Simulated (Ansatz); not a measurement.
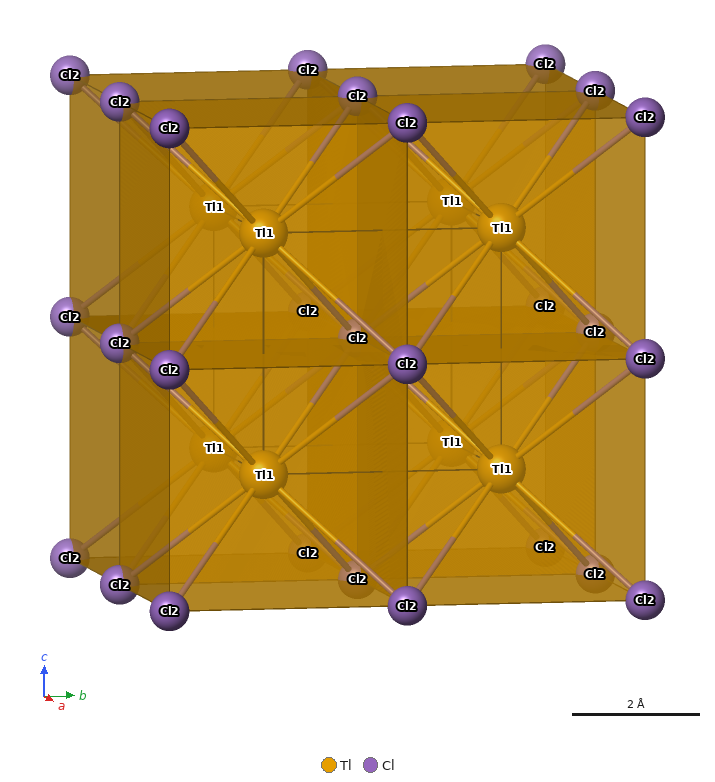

Fig. 1: The structure as given in the input (polyhedral view of the cell of the calculation, seen slightly off an axis; polyhedra are completed across the faces of the cell; atoms are numbered from 1 in the order of the input).

# TlCl: a changed input and its effect

System: TlCl (Pm-3m, 2 atoms in the cell).
Method of run A: DFT with LDA, PAW plane waves, no spin polarisation (Ansatz 0.2.0).

The structure derives from an entry of the Crystallography Open Database. Text and figures count atoms from 1; the logs count them from 0 in places.

## Input file, run A
```yaml
crystal:
  lattice:
    - [3.83445971, 0.0, 0.0]
    - [0.0, 3.83445971, 0.0]
    - [0.0, 0.0, 3.83445971]
  atoms:
    - { symbol: Tl, position: [0.0, 0.0, 0.0] }
    - { symbol: Cl, position: [0.5, 0.5, 0.5] }
  symmetry: { tolerance: 0.0003 }
kpoints:
  mp_grid: { grid: [5, 5, 5], shift: [0, 0, 0] }
magnetization:
  spin_polarized: false
scf:
  occupations: { method: fermi_dirac }
hamiltonian:
  pseudopotentials: { kind: paw }
  xc: lda
basis:
  ecutwfc: 420
output:
  forces: true
  stress: true
  eigenvalues: true
  write_density: true
  write_potential: true
  elf: true
  volumetric_format: npy
```

Launched with:
```bash
ansatz run input.yaml --threads 1 --pin off --max-ram 2560MiB --backend cpu --events-out ev --progress --plain --runs-dir out
```

Hardware: 1 thread of Intel Xeon (Sapphire Rapids), 64 GiB of memory available, shared host.

## Output, shortened to warnings, some set-up lines, iterations and results (run A)
```
Basis set: ecut = 420 eV, 1141 PW (Γ)
Symmetry: 48 space group operations
k-points: 10 of 125
Initial density: superposition of atomic densities (neutral atoms: chi_scale 0, normalization atom), corrected by the library's trained network
[...]
SCF iter   1: F=—  HF=-12192.404298 eV  |F-HF|=—  |Δ(HF+E_count)|=         —  Δρ=6.91e-3  dr2=3.99e-2  ethr=1.77e-3  ⟨swp⟩=6.0  Hψ=771  notcnv=0
SCF iter   2: F=—  HF=-12192.389996 eV  |F-HF|=—  |Δ(HF+E_count)|=   1.43e-2  Δρ=2.93e-3  dr2=3.73e-3  ethr=2.00e-4  ⟨swp⟩=2.3  Hψ=303  notcnv=0
SCF iter   3: F=—  HF=-12192.388846 eV  |F-HF|=—  |Δ(HF+E_count)|=   1.15e-3  Δρ=1.14e-3  dr2=4.91e-4  ethr=1.87e-5  ⟨swp⟩=2.0  Hψ=240  notcnv=0
SCF iter   4: F=—  HF=-12192.388702 eV  |F-HF|=—  |Δ(HF+E_count)|=   1.44e-4  Δρ=3.78e-4  dr2=4.87e-5  ethr=2.46e-6  ⟨swp⟩=1.2  Hψ=142  notcnv=0
SCF iter   5: F=—  HF=-12192.388681 eV  |F-HF|=—  |Δ(HF+E_count)|=   2.13e-5  Δρ=5.01e-5  dr2=6.98e-7  ethr=2.43e-7  ⟨swp⟩=2.5  Hψ=231  notcnv=0
SCF iter   6: F=-12192.388681 eV  HF=-12192.388681 eV  |F-HF|=2.48e-9  |Δ(HF+E_count)|=   2.03e-7  Δρ=5.71e-6  dr2=1.11e-8  ethr=5.00e-10  ⟨swp⟩=8.1  Hψ=921  notcnv=0
SCF 1 converged in 6 iterations: F = -12192.388681 eV  dr2 = 1.11e-8
SCF converged after 6 iterations
Free energy (F): -12192.388681 eV
Harris-Foulkes:  -12192.388681 eV  (|F-HF|=2.48e-9)
Internal energy: -12192.388680 eV  (E = F + TS)
E sigma→0 (E₀):  -12192.388681 eV
Entropy (-TS):   -0.000001 eV (-0.000 meV/atom)
Fermi energy:    5.952599 eV
--- Per-component energies (eV) ---
  E_band       = -44.826607
  E_kinetic    = 490.957221
  E_local      = -1194.782237  (includes V_loc(G=0)·N_el)
  E_nonlocal   = 352.239144
  E_hartree    = 419.927610
  E_xc         = -334.278968
  E_vxc        = -263.548274  (∫ρ·V_xc dr)
  E_paw        = -10491.058778  (= ΣΔE_a)
  E_vpaw       = -269.550548  (= ΣTr[D̂ρ^β])
  E_aug_tail   = 0.000132  (compensation charges beyond the density's cutoff)
  E_ewald      = -1435.441737
  E_core_change = 0.048931  (= ΣΔE_core)
  E_smearing   = -0.000001  (= −TS)
  E_closure    = 0.000000  (closes the sum)
  Σ components = -12192.388681   (vs F -12192.388681, Δ=0.00e0)
--- Forces (eV/Å), atoms counted from 1 ---
  atom   1  Tl     0.00000000     0.00000000     0.00000000
  atom   2  Cl     0.00000000    -0.00000000    -0.00000000
  max |Σ_I F_I| component: 6.05e-30 eV/Å
--- Stress (GPa, compression-positive) ---
       -3.183726      -0.000000       0.000000
        0.000000      -3.183726       0.000000
        0.000000       0.000000      -3.183726
  P = ⅓ Tr σ = -3.1837 GPa (-31.837 kbar)
```

The input of run B differs as follows (lines with − go, lines with + come):
```diff
-  mp_grid: { grid: [5, 5, 5], shift: [0, 0, 0] }
+  mp_grid: { grid: [6, 6, 6], shift: [0, 0, 0] }
+  initial_density: { chi_scale: 0.1 }
-  write_density: true
-  write_potential: true
-  elf: true
-  volumetric_format: npy
```

How does run B compare with run A?

The free energy of run B is 0.48 meV per atom higher, which comes mainly from the change of mesh; a solver setting shouldn't move a converged energy. The SCF takes 7 iterations against 6. The irreducible k-points go from 10 to 20. The two runs start from different initial densities, which also moves the count.

## Output, shortened to warnings, some set-up lines, iterations and results (run B)
```
Basis set: ecut = 420 eV, 1141 PW (Γ)
Symmetry: 48 space group operations
k-points: 20 of 216
Initial density: superposition of atomic densities (chi_scale 0.1, normalization cell, long waves kept (reshape's long-wave potential 0.00 eV rms))
[...]
SCF iter   1: F=—  HF=-12193.050622 eV  |F-HF|=—  |Δ(HF+E_count)|=         —  Δρ=4.33e-2  dr2=2.01e0  ethr=3.10e-3  ⟨swp⟩=6.0  Hψ=1538  notcnv=0
SCF iter   2: F=—  HF=-12192.446827 eV  |F-HF|=—  |Δ(HF+E_count)|=   6.04e-1  Δρ=1.33e-2  dr2=1.85e-1  ethr=3.10e-3  ⟨swp⟩=2.3  Hψ=703  notcnv=0
SCF iter   3: F=—  HF=-12192.390636 eV  |F-HF|=—  |Δ(HF+E_count)|=   5.62e-2  Δρ=3.05e-3  dr2=7.94e-3  ethr=9.25e-4  ⟨swp⟩=2.0  Hψ=523  notcnv=0
SCF iter   4: F=—  HF=-12192.387751 eV  |F-HF|=—  |Δ(HF+E_count)|=   2.89e-3  Δρ=7.29e-4  dr2=2.19e-4  ethr=3.97e-5  ⟨swp⟩=2.7  Hψ=449  notcnv=0
SCF iter   5: F=—  HF=-12192.387707 eV  |F-HF|=—  |Δ(HF+E_count)|=   4.44e-5  Δρ=9.94e-5  dr2=1.50e-6  ethr=1.09e-6  ⟨swp⟩=2.0  Hψ=395  notcnv=0
SCF iter   6: F=—  HF=-12192.387712 eV  |F-HF|=—  |Δ(HF+E_count)|=   5.33e-6  Δρ=1.19e-5  dr2=7.33e-8  ethr=5.00e-10  ⟨swp⟩=7.1  Hψ=1516  notcnv=0
SCF iter   7: F=-12192.387712 eV  HF=-12192.387712 eV  |F-HF|=1.78e-10  |Δ(HF+E_count)|=   1.45e-8  Δρ=6.99e-7  dr2=2.84e-10  ethr=3.66e-10  ⟨swp⟩=2.3  Hψ=1046  notcnv=0
SCF 1 converged in 7 iterations: F = -12192.387712 eV  dr2 = 2.84e-10
SCF converged after 7 iterations
Free energy (F): -12192.387712 eV
Harris-Foulkes:  -12192.387712 eV  (|F-HF|=1.78e-10)
Internal energy: -12192.387706 eV  (E = F + TS)
E sigma→0 (E₀):  -12192.387709 eV
Entropy (-TS):   -0.000006 eV (-0.003 meV/atom)
Fermi energy:    5.812587 eV
--- Per-component energies (eV) ---
  E_band       = -44.811569
  E_kinetic    = 490.963854
  E_local      = -1194.801951  (includes V_loc(G=0)·N_el)
  E_nonlocal   = 352.240644
  E_hartree    = 419.939100
  E_xc         = -334.287930
  E_vxc        = -263.558808  (∫ρ·V_xc dr)
  E_paw        = -10491.048748  (= ΣΔE_a)
  E_vpaw       = -269.534084  (= ΣTr[D̂ρ^β])
  E_aug_tail   = 0.000132  (compensation charges beyond the density's cutoff)
  E_ewald      = -1435.441737
  E_core_change = 0.048931  (= ΣΔE_core)
  E_smearing   = -0.000006  (= −TS)
  E_closure    = -0.000000  (closes the sum)
  Σ components = -12192.387712   (vs F -12192.387712, Δ=0.00e0)
--- Forces (eV/Å), atoms counted from 1 ---
  atom   1  Tl     0.00000000    -0.00000000     0.00000000
  atom   2  Cl     0.00000000     0.00000000    -0.00000000
  max |Σ_I F_I| component: 1.31e-29 eV/Å
--- Stress (GPa, compression-positive) ---
       -3.158894      -0.000000       0.000000
       -0.000000      -3.158894       0.000000
        0.000000       0.000000      -3.158894
  P = ⅓ Tr σ = -3.1589 GPa (-31.589 kbar)
```

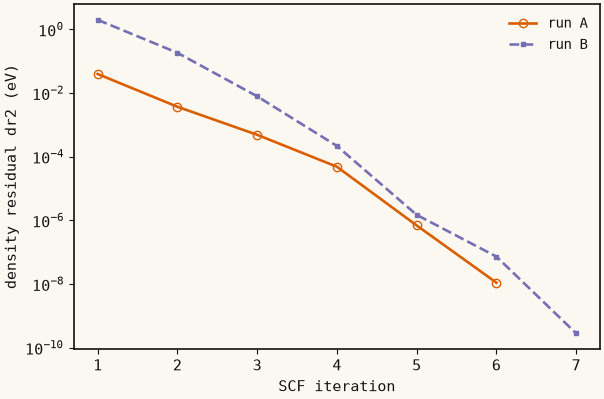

Fig. 2: Convergence of the two runs: density residual dr2 against the SCF iteration. Run A takes 6 iterations in all, and run B takes 7.

## The two runs side by side

| quantity | run A | run B |
| --- | --- | --- |
| outcome | converged | converged |
| free energy per atom (eV) | −6096.1943 | −6096.1939 |
| pressure (GPa) | −3.18 | −3.16 |
| largest force (eV/Å) | 0.000 | 0.000 |
| SCF iterations | 6 | 7 |
| irreducible k-points | 10 | 20 |
| plane waves at Γ | 1141 | 1141 |
| wall time (shared host) | 1.3 s | 2.5 s |

For both runs: Spin–orbit coupling is left out, which matters for Tl.
